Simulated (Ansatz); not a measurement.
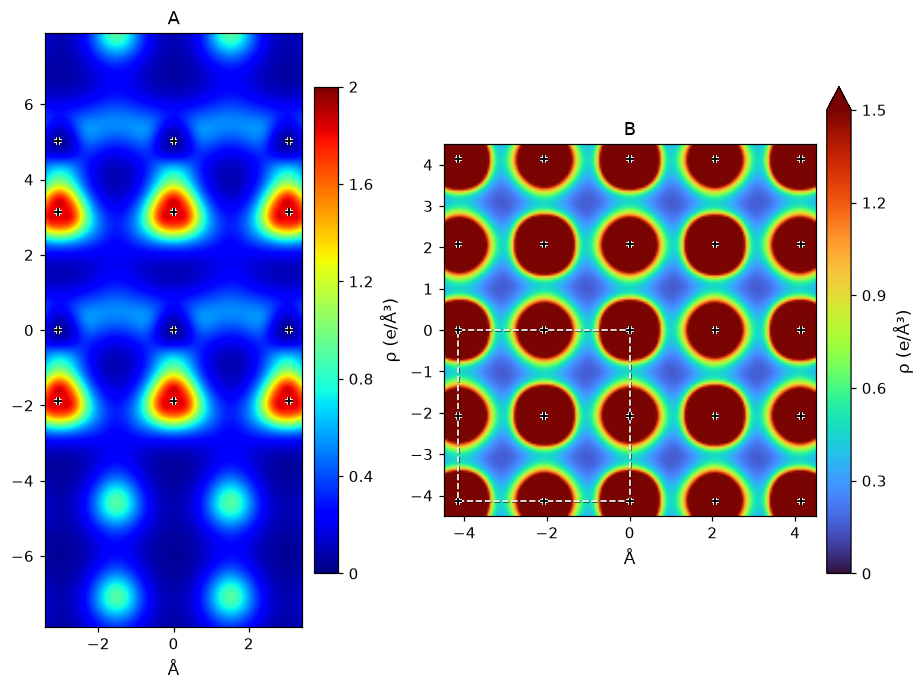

The valence charge density (pseudo) of 2 systems, each on a plane through atoms (crosses mark nuclei in the plane).

All numbers below come from Kohn-Sham DFT of a periodic cell, BPBE, Ansatz PAW in Ansatz 0.2.0.

System 1: SiC, the (010) plane of the conventional cell. Space group P6₃mc; computed pressure about 5 GPa in this cell.

```
Si C
1.0
     3.07423    0.00000    0.00000
    -1.53711    2.66236    0.00000
     0.00000    0.00000   15.06818
Si C
6 6
Direct
  0.66667 0.33333 0.45830
  0.33333 0.66667 0.95830
  0.66667 0.33333 0.79170
  0.33333 0.66667 0.29170
  0.00000 0.00000 0.62500
  0.00000 0.00000 0.12500
  0.66667 0.33333 0.33330
  0.33333 0.66667 0.83330
  0.66667 0.33333 0.66670
  0.33333 0.66667 0.16670
  0.00000 0.00000 0.50000
  0.00000 0.00000 0.00000
```

System 2: NiO, the (100) plane of the conventional cell. Space group Fm-3m; computed pressure about 9 GPa in this cell; spin-polarised.

```yaml
crystal:
  lattice:
    - [4.14380, 0.00000, 0.00000]
    - [0.00000, 4.14380, 0.00000]
    - [0.00000, 0.00000, 4.14380]
  atoms:
    - { symbol: Ni, position: [0.00000, 0.00000, 0.00000] }
    - { symbol: Ni, position: [0.50000, 0.50000, 0.00000] }
    - { symbol: Ni, position: [0.50000, 0.00000, 0.50000] }
    - { symbol: Ni, position: [0.00000, 0.50000, 0.50000] }
    - { symbol: O, position: [0.50000, 0.00000, 0.00000] }
    - { symbol: O, position: [0.00000, 0.50000, 0.00000] }
    - { symbol: O, position: [0.00000, 0.00000, 0.50000] }
    - { symbol: O, position: [0.50000, 0.50000, 0.50000] }
```

Which map belongs to which system?

Panel A is system 1, SiC: the plane holds Si and C. Si–C (1.88 Å): ρ is about 0.89 e/Å³ halfway. Panel B is system 2, NiO: the plane holds Ni and O. Ni–O (2.07 Å): the density is about 0.47 e/Å³ at the midpoint.
